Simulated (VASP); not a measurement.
Geometry relaxation of TaN (part 1 of 2)

TaN (P6₃/mmc, 4 atoms in the cell), computed with Kohn-Sham DFT of a periodic cell, PBE, VASP PAW PBE potentials, hard, no spin polarisation (VASP 6.6.1).

The structure derives from a Materials Project entry.

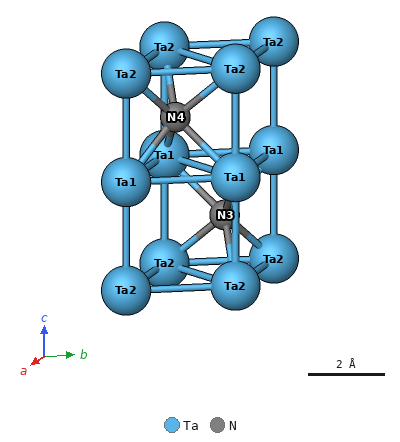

Fig. 1: The starting structure (ball-and-stick view of the cell of the calculation, seen slightly off an axis; atoms are numbered from 1 in the order of the input). Near neighbours in the crystal (not all of them lie inside the picture): Ta has 6 N at 2.24 Å and 8 Ta at 2.92 to 2.96 Å; N has 6 Ta at 2.24 Å.

## Results in brief

```tsv
quantity	value
outcome	converged
space group (tolerance 0.01 Å)	P6₃/mmc (194)
electrons treated	32
free energy	−44.0471 eV
Fermi energy	8.440 eV
gap on the k-point mesh	none (metallic)
pressure	−0.03 GPa
final volume	43.70 Å³
largest force (length of the vector) at the end	under 0.001 eV/Å
final cell	a = 2.921 Å, b = 2.921 Å, c = 5.915 Å, α = 90.00°, β = 90.00°, γ = 120.00°
hardware	1 thread of Intel Xeon (Granite Rapids), 192 GiB of memory available, shared host
wall time	2.2 min
peak memory	0.28 GiB
```

Spin–orbit coupling is left out, which matters for Ta.

## INCAR
```
ALGO     = Normal         # electronic algorithm
EDIFF    = 1E-6           # SCF threshold, eV
EDIFFG   = -0.01          # ionic threshold
ENCUT    = 980            # plane-wave cutoff, eV
GGA      = PE             # functional
IBRION   = 2              # ionic algorithm
ISIF     = 3              # what is computed and relaxed
ISMEAR   = -1             # smearing method
LASPH    = True           # aspherical terms in the spheres
LCHARG   = False          # write CHGCAR
LREAL    = False          # projectors in reciprocal space
LWAVE    = False          # write WAVECAR
NELM     = 100            # most SCF steps
NSW      = 60             # ionic steps
PREC     = Accurate       # precision mode
SIGMA    = 0.05           # smearing width, eV
```

## KPOINTS
```
k-points
0
Gamma
  10 10 5
```

## POSCAR
```
TaN
1.0
    2.9217699809      0.0000000000      0.0000000000
   -1.4608849905      2.5303270275      0.0000000000
    0.0000000000      0.0000000000      5.9165150000
Ta N
2 2
Direct
    0.0000000000      0.0000000000      0.5000000000
    0.0000000000      0.0000000000      0.0000000000
    0.3333333333      0.6666666667      0.2500000000
    0.6666666667      0.3333333333      0.7500000000
```

Launched with:
```bash
cat potpaw_PBE.64/Ta_pv/POTCAR potpaw_PBE.64/N_h/POTCAR > POTCAR
mpirun -np 1 vasp_std > vasp.out
```

## OSZICAR
```
N       E                     dE             d eps       ncg     rms          rms(c)
DAV:   1     0.365464127104E+03    0.36546E+03   -0.25741E+04  1680   0.272E+03
DAV:   2    -0.175082838499E+02   -0.38297E+03   -0.37045E+03  1888   0.592E+02
DAV:   3    -0.485665125625E+02   -0.31058E+02   -0.29968E+02  2204   0.127E+02
DAV:   4    -0.493305408680E+02   -0.76403E+00   -0.74725E+00  2044   0.185E+01
DAV:   5    -0.493503581801E+02   -0.19817E-01   -0.19730E-01  2188   0.265E+00    0.315E+01
DAV:   6    -0.443345835012E+02    0.50158E+01   -0.33731E+01  2080   0.357E+01    0.143E+01
DAV:   7    -0.440932261025E+02    0.24136E+00   -0.22015E+00  1996   0.984E+00    0.814E+00
DAV:   8    -0.440510307783E+02    0.42195E-01   -0.20381E-01  1984   0.428E+00    0.495E-01
DAV:   9    -0.440471477348E+02    0.38830E-02   -0.27480E-02  2080   0.101E+00    0.175E-01
DAV:  10    -0.440470737554E+02    0.73979E-04   -0.24034E-03  2268   0.487E-01    0.351E-02
DAV:  11    -0.440470455602E+02    0.28195E-04   -0.15810E-04  2248   0.103E-01    0.118E-02
DAV:  12    -0.440470450493E+02    0.51086E-06   -0.15075E-05  2204   0.310E-02    0.482E-03
DAV:  13    -0.440470446272E+02    0.42210E-06   -0.10026E-06  1240   0.822E-03
   1 F= -.44047045E+02 E0= -.44041995E+02  d E =-.440470E+02
       N       E                     dE             d eps       ncg     rms          rms(c)
DAV:   1    -0.440481509354E+02   -0.11059E-02   -0.50157E-02  1780   0.264E+00    0.375E-01
DAV:   2    -0.440471950148E+02    0.95592E-03   -0.20733E-03  1824   0.402E-01    0.175E-01
DAV:   3    -0.440468816519E+02    0.31336E-03   -0.12680E-03  1960   0.312E-01    0.421E-02
DAV:   4    -0.440468783170E+02    0.33349E-05   -0.32173E-05  2040   0.507E-02    0.297E-02
DAV:   5    -0.440468824030E+02   -0.40860E-05   -0.24207E-05  1968   0.263E-02    0.116E-02
DAV:   6    -0.440468842022E+02   -0.17993E-05   -0.51192E-06  1828   0.136E-02    0.778E-03
DAV:   7    -0.440468836441E+02    0.55815E-06   -0.12943E-06  1084   0.104E-02
   2 F= -.44046884E+02 E0= -.44041846E+02  d E =0.160983E-03
       N       E                     dE             d eps       ncg     rms          rms(c)
DAV:   1    -0.440476874367E+02   -0.80323E-03   -0.23229E-02  1724   0.180E+00    0.254E-01
DAV:   2    -0.440472434936E+02    0.44394E-03   -0.95633E-04  1776   0.273E-01    0.119E-01
DAV:   3    -0.440470945146E+02    0.14898E-03   -0.58912E-04  1940   0.213E-01    0.287E-02
DAV:   4    -0.440470923145E+02    0.22001E-05   -0.14577E-05  2024   0.343E-02    0.206E-02
DAV:   5    -0.440470918882E+02    0.42631E-06   -0.11033E-05  1956   0.177E-02    0.820E-03
DAV:   6    -0.440470901586E+02    0.17296E-05   -0.16776E-06  1324   0.835E-03    0.563E-03
DAV:   7    -0.440470901751E+02   -0.16495E-07   -0.10007E-06  1000   0.862E-03
   3 F= -.44047090E+02 E0= -.44042045E+02  d E =-.455479E-04
```

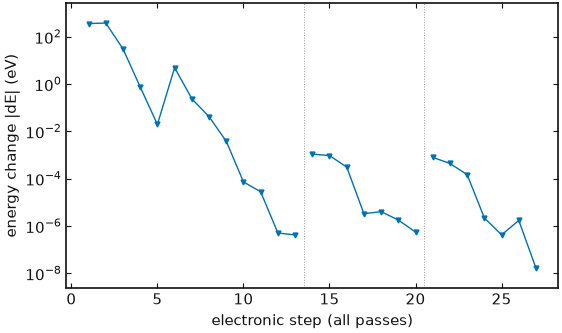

Fig. 2: Convergence of the self-consistent field: energy change |dE| against the electronic step. Each stretch between dotted lines is the SCF of one geometry step of a relaxation. The 3 ionic steps take 7 to 13 electronic steps each. The density is held fixed in the first few steps, and dE rises again when its update begins.

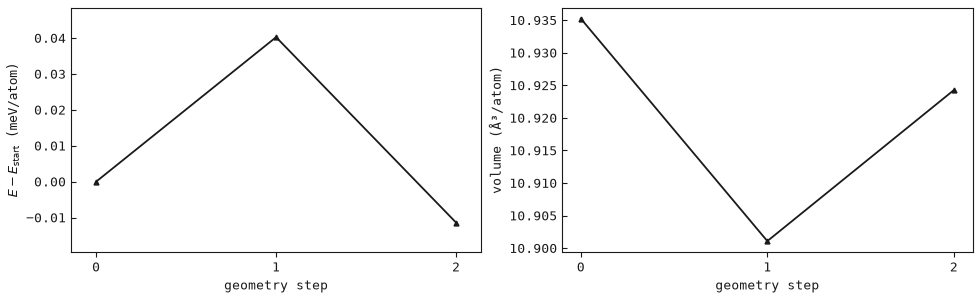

Fig. 3: Progress of the relaxation, step by step (steps are counted from 0). No atom moves by more than 0.005 Å relative to the cell. The volume changes by −0.1 %, with a = b 2.922 → 2.921 Å (0.0 %), c 5.917 → 5.915 Å (0.0 %). The space group stays P6_3/mmc (No. 194). After 2 geometry steps the energy has fallen by next to nothing (0.0 meV per atom). All forces vanish by symmetry, so only the cell relaxes. (Atoms are counted from 1 in the order of the input.)

## Parts of OUTCAR
```
EDIFF = 1E-6
   EDIFFG = -0.01
   ENCUT = 980
   GGA = PE
   IBRION = 2
   ISIF = 3
   ISMEAR = -1
   LASPH = True
   LREAL = False
   NELM = 100
   NSW = 60
   PREC = Accurate

 ion  position               nearest neighbor table
   1  0.000  0.000  0.500-   3 2.24   4 2.24   4 2.24   3 2.24   4 2.24   3 2.24   2 2.96   2 2.96

   2  0.000  0.000  0.000-   3 2.24   4 2.24   4 2.24   3 2.24   4 2.24   3 2.24   1 2.96   1 2.96

   3  0.333  0.667  0.250-   1 2.24   2 2.24   1 2.24   2 2.24   1 2.24   2 2.24
   4  0.667  0.333  0.750-   1 2.24   2 2.24   1 2.24   2 2.24   1 2.24   2 2.24

  LATTYP: Found a hexagonal cell.
 ALAT       =     2.9217699809
 C/A-ratio  =     2.0249763119

  Lattice vectors:

 A1 = (   2.9217699809,   0.0000000000,   0.0000000000)
 A2 = (  -1.4608849905,   2.5303270275,   0.0000000000)
 A3 = (   0.0000000000,   0.0000000000,   5.9165150000)

Analysis of symmetry for initial positions (statically):
=====================================================================
 Subroutine PRICEL returns:
 Original cell was already a primitive cell.

 Routine SETGRP: Setting up the symmetry group for a
 hexagonal supercell.

 Subroutine GETGRP returns: Found 24 space group operations
 (whereof 12 operations were pure point group operations)
 out of a pool of 24 trial point group operations.

The static configuration has the point symmetry D_3d.
 The point group associated with its full space group is D_6h.

Analysis of symmetry for dynamics (positions and initial velocities):
=====================================================================
 Subroutine PRICEL returns:
 Original cell was already a primitive cell.

 Routine SETGRP: Setting up the symmetry group for a
 hexagonal supercell.

 Subroutine GETGRP returns: Found 24 space group operations
 (whereof 12 operations were pure point group operations)
 out of a pool of 24 trial point group operations.

The dynamic configuration has the point symmetry D_3d.
 The point group associated with its full space group is D_6h.

 Subroutine INISYM returns: Found 24 space group operations
 (whereof 12 operations are pure point group operations),
 and found     1 'primitive' translations

----------------------------------------------------------------------------------------

                                     Primitive cell

  volume of cell :      43.7410

  direct lattice vectors                    reciprocal lattice vectors
     2.921769981  0.000000000  0.000000000     0.342258291  0.197602916  0.000000000
    -1.460884991  2.530327027  0.000000000     0.000000000  0.395205833  0.000000000
     0.000000000  0.000000000  5.916515000     0.000000000  0.000000000  0.169018417

  length of vectors
     2.921769981  2.921769981  5.916515000     0.395205833  0.395205833  0.169018417

  position of ions in fractional coordinates (direct lattice)
     0.000000000  0.000000000  0.500000000
     0.000000000  0.000000000  0.000000000
     0.333333333  0.666666667  0.250000000
     0.666666667  0.333333333  0.750000000

  ion indices of the primitive-cell ions
   primitive index   ion index
                 1           1
                 2           2
                 3           3
                 4           4

----------------------------------------------------------------------------------------

 KPOINTS: k-points

Automatic generation of k-mesh.
 Grid dimensions read from file:
 generate k-points for:   10   10    5

 Generating k-lattice:

  Cartesian coordinates                     Fractional coordinates (reciprocal lattice)
     0.034225829  0.019760292  0.000000000     0.100000000  0.000000000  0.000000000
     0.000000000  0.039520583  0.000000000     0.000000000  0.100000000  0.000000000
     0.000000000  0.000000000  0.033803683     0.000000000  0.000000000  0.200000000

  Length of vectors
     0.039520583  0.039520583  0.033803683

  Shift w.r.t. Gamma in fractional coordinates (k-lattice)
     0.000000000  0.000000000  0.000000000

 Subroutine IBZKPT returns following result:
 ===========================================

 Found     42 irreducible k-points:

 Following reciprocal coordinates:
            Coordinates               Weight
  0.000000  0.000000  0.000000      1.000000
  0.100000  0.000000  0.000000      6.000000
  0.200000  0.000000  0.000000      6.000000
  0.300000  0.000000  0.000000      6.000000
  0.400000  0.000000  0.000000      6.000000
  0.500000  0.000000  0.000000      3.000000
  0.100000  0.100000  0.000000      6.000000
  0.200000  0.100000  0.000000     12.000000
  0.300000  0.100000  0.000000     12.000000
  0.400000  0.100000  0.000000     12.000000
  0.200000  0.200000  0.000000      6.000000
  0.300000  0.200000  0.000000     12.000000
  0.400000  0.200000  0.000000      6.000000
  0.300000  0.300000  0.000000      6.000000
  0.000000  0.000000  0.200000      2.000000
  0.100000  0.000000  0.200000     12.000000
  0.200000  0.000000  0.200000     12.000000
  0.300000  0.000000  0.200000     12.000000
  0.400000  0.000000  0.200000     12.000000
  0.500000  0.000000  0.200000      6.000000
  0.100000  0.100000  0.200000     12.000000
  0.200000  0.100000  0.200000     24.000000
  0.300000  0.100000  0.200000     24.000000
  0.400000  0.100000  0.200000     24.000000
 [... further k-points ...]
   k-points           NKPTS =     42   k-points in BZ     NKDIM =     42   number of bands    NBANDS=     20
   number of dos      NEDOS =    301   number of ions     NIONS =      4
   total plane-waves  NPLWV =  54000
   dimension x,y,z NGX =    30 NGY =   30 NGZ =   60
   dimension x,y,z NGXF=    60 NGYF=   60 NGZF=  120
   ions per type =               2   2
   NGX,Y,Z   is equivalent  to a cutoff of  17.07, 17.07, 16.86 a.u.
   NGXF,Y,Z  is equivalent  to a cutoff of  34.14, 34.14, 33.72 a.u.
 SYSTEM =  unknown system
   PREC   = accura    normal or accurate (medium, high low for compatibility)
   ISTART =      0    job   : 0-new  1-cont  2-samecut
   ICHARG =      2    charge: 1-file 2-atom 10-const
   ISPIN  =      1    spin polarized calculation?
   LNONCOLLINEAR =      F non collinear calculations
   LSORBIT =      F    spin-orbit coupling
   LASPH  =      T    aspherical Exc in radial PAW
   ENCUT  =  980.0 eV  72.03 Ry    8.49 a.u.   7.46  7.46 15.10*2*pi/ulx,y,z
   NELM   =    100;   NELMIN=  2; NELMDL= -5     # of ELM steps
   EDIFF  = 0.1E-05   stopping-criterion for ELM
   LREAL  =      F    real-space projection
   EDIFFG = -.1E-01   stopping-criterion for IOM
   NSW    =     60    number of steps for IOM
   IBRION =      2    ionic relax: 0-MD 1-quasi-New 2-CG
   NFREE  =      1    steps in history (QN), initial steepest desc. (CG)
   ISIF   =      3    stress and relaxation
   ISYM   =      2    0-nonsym 1-usesym 2-fastsym
   POTIM  = 0.5000    time-step for ionic-motion
   TEBEG  =    0.0;   TEEND  =   0.0 temperature during run
   PSTRESS=    0.0 pullay stress
   NELECT =      32.0000    total number of electrons
   NUPDOWN=      -1.0000    fix difference up-down
   EMIN   =  10.00;   EMAX   =-10.00  energy-range for DOS
   EFERMI =   0.00;   METHOD = LEGACY
   ISMEAR =    -1;   SIGMA  =   0.05  broadening in eV -4-tet -1-fermi 0-gaus
   EFERMI_NEDOS =   21; number of points for ismear=-14 and -15
   IALGO  =     38    algorithm
   IMIX   =      4    mixing-type and parameters
     AMIX     =   0.40;   BMIX     =  1.00
     AMIX_MAG =   1.60;   BMIX_MAG =  1.00
  volume/ion in A,a.u.               =      10.94        73.79
  Fermi-wavevector in a.u.,A,eV,Ry     =   1.475124  2.787581 29.606163  2.175992
  Thomas-Fermi vector in A             =   2.589812
   LORBIT       =      0    0 simple, 1 ext, 2 COOP (PROOUT), +10 PAW based schemes
   GGA     = PE    functional components
   LHFCALC =     F    Hartree Fock is set to
   AEXX    =    0.0000 exact exchange contribution
   IVDW    =     0    specifies the selected vdW correction
   LEPSILON=     F    determine dielectric tensor
   LRPA    =     F    only Hartree local field effects (RPA)
 conjugate gradient relaxation of ions
 non-spin polarized calculation
  energy-cutoff  :      980.00
  volume of cell :       43.74
 maximum number of plane-waves:      3084
 NGX is ok and might be reduce to    30
   NGX = 15   NGY = 15   NGZ = 31

--------------------------------------- Ionic step        1  -------------------------------------------

 number of electron      31.9999999 magnetization
```
